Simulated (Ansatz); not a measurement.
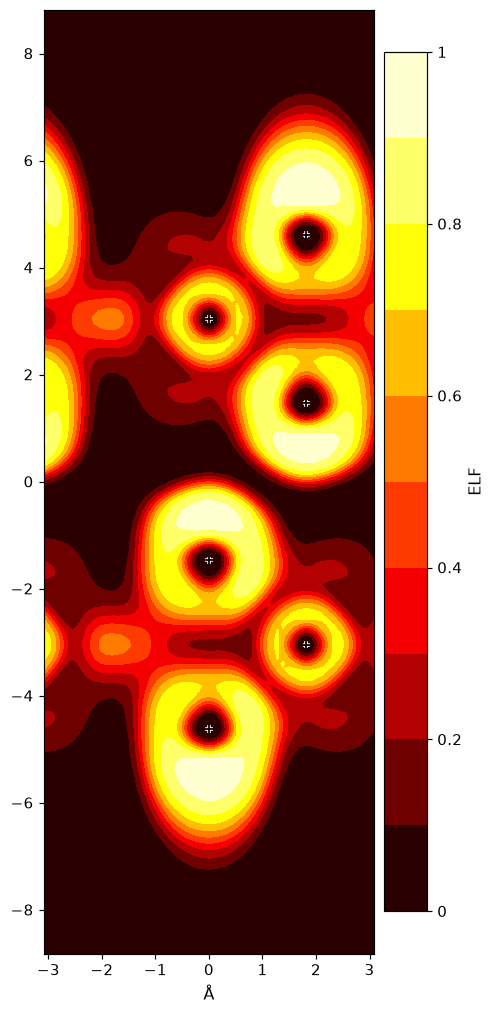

The ELF on a plane through atoms (crosses mark nuclei in the plane).

These are results of Ansatz 0.2.0, DFT PBE+D3(BJ), scalar-relativistic, plane waves, PAW, not measurements.

Candidates:
A. WS2 (slab), a = 3.16 Å, b = 3.16 Å, c = 44.44 Å, α = 90.00°, β = 90.00°, γ = 120.00°. 
B. Bi2Te3, a = 4.39 Å, b = 4.39 Å, c = 30.32 Å, α = 90.00°, β = 90.00°, γ = 120.00°. Space group R-3m.

**Which candidate gave the map?**

Candidate A: WS2 on the (110) plane of the calculation cell, a cut from vacuum to vacuum, which holds S and W. W–S (2.41 Å): the ELF peaks at about 0.85 in the valence shell of S, 0.8 Å from its nucleus, and is about 0.50 at the midpoint.
